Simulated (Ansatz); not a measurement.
**Ti$_{6}$H$_{2}$O$_{13}$: geometry relaxation (part 4 of 4)**

Ti$_{6}$H$_{2}$O$_{13}$ (slab, 21 atoms in the cell); DFT PBE+D3(BJ), scalar-relativistic, plane waves, PAW, no spin polarisation (Ansatz 0.2.0); cutoff 420 eV, 8×5×1 k-mesh, Gaussian smearing of 0.05 eV. The structure derives from an entry of the Crystallography Open Database. The input holds or restrains some coordinates.

Geometry of the input (Å; fractional positions):
```
3.7874  0.0000  0.0000
-1.8937  5.1467  0.0000
0.0000  0.0000  28.7695
O  0.3153  0.6306  0.2955
Ti 0.1354  0.2708  0.3209
O  0.5992  0.1983  0.3261
O  0.9554  0.9109  0.3464
Ti 0.4192  0.8384  0.3515
O  0.2393  0.4786  0.3770
O  0.4507  0.9014  0.4179
Ti 0.2708  0.5415  0.4433
O  0.7345  0.4691  0.4485
O  0.0906  0.1812  0.4683
Ti 0.5496  0.0991  0.4727
O  0.3784  0.7568  0.5003
O  0.5971  0.1942  0.5391
Ti 0.4142  0.8284  0.5715
O  0.8775  0.7551  0.5720
O  0.2369  0.4737  0.5998
Ti 0.6857  0.3713  0.5922
O  0.5290  0.0581  0.6216
O  0.1073  0.7147  0.6501
H  0.3044  0.6636  0.6633
H  0.1453  0.8829  0.6633
```

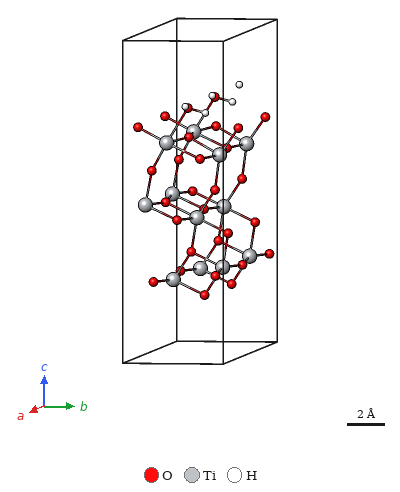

Figure 1. The geometry at step 13 of the log (ball-and-stick view of the 2 × 1 repeat of the cell, with the vacuum cut short, seen slightly off an axis).

## Trajectory as extended XYZ, continued
```
21
Lattice="3.7874 0.0000 0.0000 -1.8937 5.1467 0.0000 0.0000 0.0000 28.7695" Properties=species:S:1:pos:R:3:forces:R:3 step=8 energy=-22433.76211
O     0.0000    3.2456    8.5000   -0.0010  -1.8478   1.0161
Ti    0.0000    1.3935    9.2329    0.0007   3.7903   1.7161
O     1.8937    1.0206    9.3804    0.0002   0.3000  -1.1022
O     1.8937    4.6882    9.9657   -0.0001   0.4042  -0.1211
Ti    0.0000    4.3153   10.1133    0.0017  -1.5408  -1.7225
O     0.0000    2.4632   10.8462    0.0063  -1.0490  -0.4209
O     0.0000    4.6391   12.0217    0.0098  -0.0926  -0.0263
Ti    0.0000    2.7870   12.7546    0.0206   0.0064   0.7389
O     1.8937    2.4141   12.9021    0.1367   0.1677  -0.1086
O     0.0102    0.9354   13.4736    0.0177  -0.0064   0.0124
Ti    1.9019    0.5235   13.6109   -0.0077   0.0904  -0.0296
O     0.0340    3.8997   14.3837   -0.0140   0.0107   0.0579
O     1.9682    1.0155   15.5239   -0.0251  -0.1233  -0.1066
Ti    0.0835    4.2858   16.3707    0.0355  -0.0123  -0.0405
O     1.9743    3.9173   16.4160   -0.0486   0.0107   0.0549
O     0.0924    2.4378   17.1633   -0.0318   0.0331  -0.0008
Ti    1.9690    1.9360   17.0972   -0.0577  -0.0495   0.0666
O     1.9567    0.2843   17.9007    0.0140  -0.0492   0.0016
O    -1.6803    3.0813   19.1763    0.3622  -0.0497   0.0543
H    -0.7659    2.8589   19.4606   -0.3483   0.0654  -0.0606
H    -1.5901    4.0164   18.8874   -0.0716  -0.0579   0.0213
21
Lattice="3.7874 0.0000 0.0000 -1.8937 5.1467 0.0000 0.0000 0.0000 28.7695" Properties=species:S:1:pos:R:3:forces:R:3 step=9 energy=-22433.77812
O     0.0000    3.2456    8.5000   -0.0006  -1.8448   1.0165
Ti    0.0000    1.3935    9.2329    0.0003   3.7924   1.7170
O     1.8937    1.0206    9.3804    0.0001   0.2996  -1.1020
O     1.8937    4.6882    9.9657    0.0000   0.4031  -0.1200
Ti    0.0000    4.3153   10.1133    0.0012  -1.5442  -1.7262
O     0.0000    2.4632   10.8462    0.0037  -1.0542  -0.4358
O     0.0000    4.6391   12.0217    0.0077  -0.1045   0.0141
Ti    0.0000    2.7870   12.7546    0.0123  -0.0180   0.7327
O     1.8937    2.4141   12.9021    0.0790   0.1191  -0.0943
O     0.0061    0.9349   13.4757    0.0136  -0.0072   0.0049
Ti    1.8962    0.5239   13.6118    0.0013   0.0875   0.0204
O     0.0195    3.8883   14.3848   -0.0066  -0.0043  -0.0233
O     1.9443    0.9812   15.5264   -0.0318  -0.0196   0.0310
Ti    0.0592    4.2468   16.3649    0.0061  -0.0064   0.0174
O     1.9450    3.8795   16.4284   -0.0609  -0.0258   0.0138
O     0.0566    2.4019   17.1718   -0.0221  -0.0045   0.0350
Ti    1.9320    1.8936   17.1136   -0.0371  -0.0815  -0.0713
O     1.9304    0.2374   17.9042    0.0449   0.0379   0.0123
O    -1.7621    2.9946   19.2016    0.2976   0.2043   0.0078
H    -0.8302    2.8275   19.4598   -0.2636   0.0527  -0.0338
H    -1.7595    3.9542   18.9737   -0.0438  -0.2812  -0.0161
21
Lattice="3.7874 0.0000 0.0000 -1.8937 5.1467 0.0000 0.0000 0.0000 28.7695" Properties=species:S:1:pos:R:3:forces:R:3 step=10 energy=-22433.78848
O     0.0000    3.2456    8.5000   -0.0001  -1.8433   1.0170
Ti    0.0000    1.3935    9.2329   -0.0003   3.7937   1.7166
O     1.8937    1.0206    9.3804    0.0001   0.2995  -1.1018
O     1.8937    4.6882    9.9657    0.0000   0.4025  -0.1197
Ti    0.0000    4.3153   10.1133    0.0006  -1.5442  -1.7248
O     0.0000    2.4632   10.8462    0.0000  -1.0621  -0.4472
O     0.0000    4.6391   12.0217    0.0052  -0.0978   0.0929
Ti    0.0000    2.7870   12.7546    0.0035  -0.0350   0.6955
O     1.8937    2.4141   12.9021    0.0074   0.0524  -0.0680
O     0.0013    0.9343   13.4803    0.0001  -0.0132   0.0142
Ti    1.8887    0.5239   13.6167    0.0150   0.0630  -0.0194
O     0.0010    3.8759   14.3843   -0.0019  -0.0050  -0.0311
O     1.9137    0.9433   15.5335   -0.0393  -0.0016   0.0221
Ti    0.0231    4.2032   16.3641   -0.0075  -0.0412   0.0082
O     1.9026    3.8332   16.4376   -0.0178  -0.0011  -0.0095
O     0.0108    2.3566   17.1813    0.0312   0.0277  -0.0083
Ti    1.8863    1.8431   17.1268    0.0019  -0.0443  -0.0163
O     1.8994    0.1885   17.9122    0.0363  -0.0283  -0.0416
O    -1.8369    2.9303   19.1867    0.2448   0.3891  -0.0357
H    -0.8968    2.8535   19.4597   -0.2971   0.0367  -0.0758
H    -1.9173    3.8748   18.9017    0.0193  -0.3468   0.1330
21
Lattice="3.7874 0.0000 0.0000 -1.8937 5.1467 0.0000 0.0000 0.0000 28.7695" Properties=species:S:1:pos:R:3:forces:R:3 step=11 energy=-22433.79607
O     0.0000    3.2456    8.5000   -0.0002  -1.8456   1.0172
Ti    0.0000    1.3935    9.2329   -0.0002   3.7947   1.7146
O     1.8937    1.0206    9.3804    0.0001   0.2999  -1.1014
O     1.8937    4.6882    9.9657    0.0000   0.4030  -0.1199
Ti    0.0000    4.3153   10.1133    0.0006  -1.5416  -1.7228
O     0.0000    2.4632   10.8462    0.0005  -1.0645  -0.4503
O     0.0000    4.6391   12.0217    0.0026  -0.0923   0.0953
Ti    0.0000    2.7870   12.7546    0.0038  -0.0179   0.6886
O     1.8937    2.4141   12.9021    0.0101   0.0417  -0.0706
O     0.0012    0.9337   13.4813   -0.0013   0.0014   0.0052
Ti    1.8896    0.5276   13.6156    0.0123   0.0268   0.0234
O     0.0024    3.8739   14.3815    0.0067  -0.0095  -0.0498
O     1.9101    0.9367   15.5350   -0.0342   0.0165  -0.0017
Ti    0.0289    4.1877   16.3576   -0.0116   0.0444   0.0104
O     1.9073    3.8213   16.4287   -0.0047  -0.0177  -0.0262
O     0.0155    2.3502   17.1838   -0.0036  -0.0026   0.0177
Ti    1.8907    1.8335   17.1312    0.0221  -0.0955  -0.0369
O     1.9219    0.1735   17.9077    0.0235   0.0001  -0.0056
O    -1.8629    2.9530   19.1775    0.1746   0.2096  -0.0296
H    -0.9155    2.9462   19.4281   -0.2250   0.0272  -0.0338
H    -2.0240    3.8833   18.8933    0.0258  -0.1799   0.0766
21
Lattice="3.7874 0.0000 0.0000 -1.8937 5.1467 0.0000 0.0000 0.0000 28.7695" Properties=species:S:1:pos:R:3:forces:R:3 step=12 energy=-22433.80359
O     0.0000    3.2456    8.5000   -0.0002  -1.8461   1.0166
Ti    0.0000    1.3935    9.2329    0.0000   3.7952   1.7124
O     1.8937    1.0206    9.3804    0.0000   0.3002  -1.1011
O     1.8937    4.6882    9.9657   -0.0002   0.4026  -0.1201
Ti    0.0000    4.3153   10.1133    0.0003  -1.5379  -1.7213
O     0.0000    2.4632   10.8462    0.0010  -1.0672  -0.4583
O     0.0000    4.6391   12.0217   -0.0040  -0.0765   0.0934
Ti    0.0000    2.7870   12.7546    0.0027  -0.0094   0.6312
O     1.8937    2.4141   12.9021    0.0028   0.0149  -0.0701
O     0.0001    0.9337   13.4833   -0.0078   0.0083   0.0022
Ti    1.8897    0.5324   13.6148    0.0110  -0.0204  -0.0525
O     0.0029    3.8694   14.3723    0.0137  -0.0048   0.0102
O     1.8953    0.9215   15.5325   -0.0224   0.0198   0.0494
Ti    0.0287    4.1620   16.3451   -0.0152  -0.0125  -0.0138
O     1.9054    3.7946   16.4049    0.0127  -0.0164  -0.0408
O     0.0110    2.3306   17.1867   -0.0414  -0.0093  -0.0141
Ti    1.8885    1.8075   17.1317    0.0529   0.0751   0.0428
O     1.9493    0.1455   17.9008   -0.0108   0.0103   0.0402
O    -1.9358    3.0118   19.1515    0.2420   0.1440   0.0275
H    -0.9999    3.0926   19.4317   -0.2592   0.0118  -0.0760
H    -2.1795    3.9230   18.8609    0.0232  -0.1827   0.0414
21
Lattice="3.7874 0.0000 0.0000 -1.8937 5.1467 0.0000 0.0000 0.0000 28.7695" Properties=species:S:1:pos:R:3:forces:R:3 step=13 energy=-22433.79801 accepted=F
O     0.0000    3.2456    8.5000   -0.0004  -1.8468   1.0161
Ti    0.0000    1.3935    9.2329    0.0001   3.7947   1.7107
O     1.8937    1.0206    9.3804    0.0000   0.3004  -1.1010
O     1.8937    4.6882    9.9657   -0.0003   0.4026  -0.1207
Ti    0.0000    4.3153   10.1133    0.0001  -1.5343  -1.7192
O     0.0000    2.4632   10.8462    0.0020  -1.0684  -0.4592
O     0.0000    4.6391   12.0217   -0.0112  -0.0555   0.1016
Ti    0.0000    2.7870   12.7546    0.0022   0.0145   0.6211
O     1.8937    2.4141   12.9021    0.0010   0.0067  -0.0750
O    -0.0011    0.9346   13.4854   -0.0068   0.0099  -0.0020
Ti    1.8901    0.5363   13.6142    0.0101  -0.0617   0.0030
O     0.0061    3.8684   14.3685    0.0102   0.0134   0.0082
O     1.8837    0.9183   15.5379    0.0000  -0.0168   0.0169
Ti    0.0295    4.1500   16.3385   -0.0213   0.0339  -0.0254
O     1.9064    3.7808   16.3845    0.0044  -0.0249  -0.0083
O     0.0086    2.3246   17.1916   -0.0021   0.0174   0.0066
Ti    1.8909    1.7995   17.1413    0.0701   0.0716   0.0683
O     1.9672    0.1331   17.9044   -0.0157  -0.0699   0.0262
O    -1.9563    3.0270   19.1441    0.3348   0.6505  -0.0142
H    -1.0279    3.2706   19.3880   -0.7071  -0.1322  -0.2089
H    -2.3718    3.8936   18.8663    0.3303  -0.5054   0.1550
21
Lattice="3.7874 0.0000 0.0000 -1.8937 5.1467 0.0000 0.0000 0.0000 28.7695" Properties=species:S:1:pos:R:3:forces:R:3 step=14 energy=-22433.80700
O     0.0000    3.2456    8.5000   -0.0005  -1.8465   1.0163
Ti    0.0000    1.3935    9.2329    0.0003   3.7942   1.7117
O     1.8937    1.0206    9.3804    0.0000   0.3002  -1.1012
O     1.8937    4.6882    9.9657   -0.0003   0.4028  -0.1208
Ti    0.0000    4.3153   10.1133    0.0002  -1.5357  -1.7197
O     0.0000    2.4632   10.8462    0.0029  -1.0676  -0.4523
O     0.0000    4.6391   12.0217   -0.0114  -0.0579   0.1009
Ti    0.0000    2.7870   12.7546    0.0040   0.0007   0.6568
O     1.8937    2.4141   12.9021    0.0155   0.0247  -0.0784
O    -0.0003    0.9359   13.4885   -0.0046   0.0088  -0.0161
Ti    1.8913    0.5331   13.6151    0.0087  -0.0059   0.0940
O     0.0105    3.8729   14.3729   -0.0010  -0.0300  -0.0835
O     1.8885    0.9224   15.5436    0.0125   0.0043  -0.0448
Ti    0.0345    4.1622   16.3397   -0.0324   0.0024   0.0551
O     1.9113    3.7902   16.3982    0.0109  -0.0107  -0.0256
O     0.0152    2.3336   17.1906    0.0042  -0.0396   0.0178
Ti    1.9043    1.8066   17.1503    0.0101  -0.0323  -0.0379
O     1.9652    0.1355   17.9084    0.0005   0.0540   0.0068
O    -1.9517    3.0204   19.1407    0.1067   0.1137  -0.0115
H    -1.0330    3.1841   19.4299   -0.1117  -0.0226  -0.0503
H    -2.2557    3.8988   18.8102   -0.0147  -0.0572   0.0829
21
Lattice="3.7874 0.0000 0.0000 -1.8937 5.1467 0.0000 0.0000 0.0000 28.7695" Properties=species:S:1:pos:R:3:forces:R:3 step=15 energy=-22433.81019
O     0.0000    3.2456    8.5000   -0.0005  -1.8463   1.0160
Ti    0.0000    1.3935    9.2329    0.0003   3.7940   1.7116
O     1.8937    1.0206    9.3804    0.0000   0.3002  -1.1014
O     1.8937    4.6882    9.9657   -0.0003   0.4027  -0.1209
Ti    0.0000    4.3153   10.1133    0.0002  -1.5347  -1.7185
O     0.0000    2.4632   10.8462    0.0030  -1.0683  -0.4540
O     0.0000    4.6391   12.0217   -0.0120  -0.0459   0.1166
Ti    0.0000    2.7870   12.7546    0.0034  -0.0135   0.6041
O     1.8937    2.4141   12.9021    0.0167   0.0045  -0.0689
O    -0.0003    0.9359   13.4890   -0.0048  -0.0039  -0.0001
Ti    1.8921    0.5325   13.6175    0.0067   0.0029  -0.0124
O     0.0109    3.8704   14.3690   -0.0046   0.0068   0.0362
O     1.8867    0.9204   15.5434    0.0116  -0.0061   0.0235
Ti    0.0310    4.1590   16.3397   -0.0294  -0.0008  -0.0154
O     1.9090    3.7850   16.3897    0.0295   0.0017  -0.0285
O     0.0143    2.3303   17.1930   -0.0177  -0.0051   0.0146
Ti    1.9054    1.8055   17.1499    0.0013   0.0290  -0.0107
O     1.9671    0.1361   17.9105    0.0078  -0.0298   0.0090
O    -1.9643    3.0418   19.1320    0.1088   0.2634  -0.0089
H    -1.0474    3.2703   19.3883   -0.2202  -0.0436  -0.0686
H    -2.3504    3.9056   18.8362    0.0997  -0.2069   0.0761
21
Lattice="3.7874 0.0000 0.0000 -1.8937 5.1467 0.0000 0.0000 0.0000 28.7695" Properties=species:S:1:pos:R:3:forces:R:3 step=16 energy=-22433.80991 accepted=F
O     0.0000    3.2456    8.5000   -0.0005  -1.8469   1.0158
Ti    0.0000    1.3935    9.2329    0.0004   3.7934   1.7105
O     1.8937    1.0206    9.3804    0.0000   0.3003  -1.1014
O     1.8937    4.6882    9.9657   -0.0003   0.4028  -0.1216
Ti    0.0000    4.3153   10.1133    0.0001  -1.5319  -1.7157
O     0.0000    2.4632   10.8462    0.0031  -1.0699  -0.4523
O     0.0000    4.6391   12.0217   -0.0120  -0.0325   0.1341
Ti    0.0000    2.7870   12.7546    0.0030  -0.0058   0.5894
O     1.8937    2.4141   12.9021    0.0209  -0.0076  -0.0631
O     0.0000    0.9360   13.4918   -0.0085   0.0013  -0.0001
Ti    1.8936    0.5335   13.6191    0.0035  -0.0080  -0.0044
O     0.0113    3.8699   14.3672   -0.0036  -0.0069   0.0109
O     1.8851    0.9114   15.5496    0.0029   0.0280  -0.0365
Ti    0.0282    4.1546   16.3348   -0.0206  -0.0213   0.1047
O     1.9087    3.7722   16.3824    0.0287   0.0012  -0.0439
O     0.0121    2.3259   17.2096   -0.0149   0.0038  -0.0449
Ti    1.9034    1.8018   17.1564    0.0047   0.0098   0.0999
O     1.9734    0.1253   17.9117   -0.0186   0.0203  -0.0445
O    -1.9705    3.0745   19.1396    0.0078   0.0802  -0.1297
H    -1.0498    3.3147   19.3541   -0.0645   0.0169   0.0128
H    -2.3709    3.9238   18.8266    0.0685  -0.1269   0.0797
21
Lattice="3.7874 0.0000 0.0000 -1.8937 5.1467 0.0000 0.0000 0.0000 28.7695" Properties=species:S:1:pos:R:3:forces:R:3 step=17 energy=-22433.81205
O     0.0000    3.2456    8.5000   -0.0004  -1.8468   1.0161
Ti    0.0000    1.3935    9.2329    0.0003   3.7937   1.7111
O     1.8937    1.0206    9.3804    0.0000   0.3003  -1.1014
O     1.8937    4.6882    9.9657   -0.0003   0.4029  -0.1214
Ti    0.0000    4.3153   10.1133    0.0001  -1.5335  -1.7167
O     0.0000    2.4632   10.8462    0.0027  -1.0692  -0.4520
O     0.0000    4.6391   12.0217   -0.0115  -0.0425   0.1261
Ti    0.0000    2.7870   12.7546    0.0028  -0.0041   0.6112
O     1.8937    2.4141   12.9021    0.0134   0.0019  -0.0671
O    -0.0005    0.9358   13.4901   -0.0026   0.0014  -0.0022
Ti    1.8927    0.5330   13.6181    0.0045  -0.0082   0.0072
O     0.0096    3.8705   14.3697   -0.0005  -0.0008  -0.0138
O     1.8861    0.9172   15.5463    0.0027   0.0138  -0.0043
Ti    0.0277    4.1582   16.3379   -0.0249  -0.0099   0.0172
O     1.9082    3.7795   16.3825    0.0098  -0.0023  -0.0112
O     0.0106    2.3289   17.1994    0.0088   0.0009   0.0029
Ti    1.9020    1.8056   17.1530    0.0069   0.0031  -0.0038
O     1.9668    0.1319   17.9102   -0.0024  -0.0047   0.0094
O    -1.9658    3.0526   19.1305   -0.0186   0.0209  -0.0100
H    -1.0536    3.2924   19.3736    0.0013   0.0037  -0.0010
H    -2.3651    3.9062   18.8404    0.0080  -0.0206   0.0039
```

## Key numbers

```tsv
quantity	value
outcome	converged under the restraints of the input
electrons treated	152
free energy	−22433.8121 eV
work function, top face	5.35 eV
work function, bottom face	5.72 eV
Fermi energy	−0.163 eV
gap on the k-point mesh	1.98 eV
final volume	560.79 Å³
work function (upper face)	5.35 eV
largest force (length of the vector) at the end, held atoms and coordinates included	4.162 eV/Å
hardware	8 threads of Intel Xeon @ 2.50GHz (Skylake/Cascade Lake), 32 GiB of memory available, shared host
wall time	7.9 min (CPU time 59 min)
peak memory	2.8 GiB
```

The program warns: the exchange-correlation potential is rough where the density is thin.
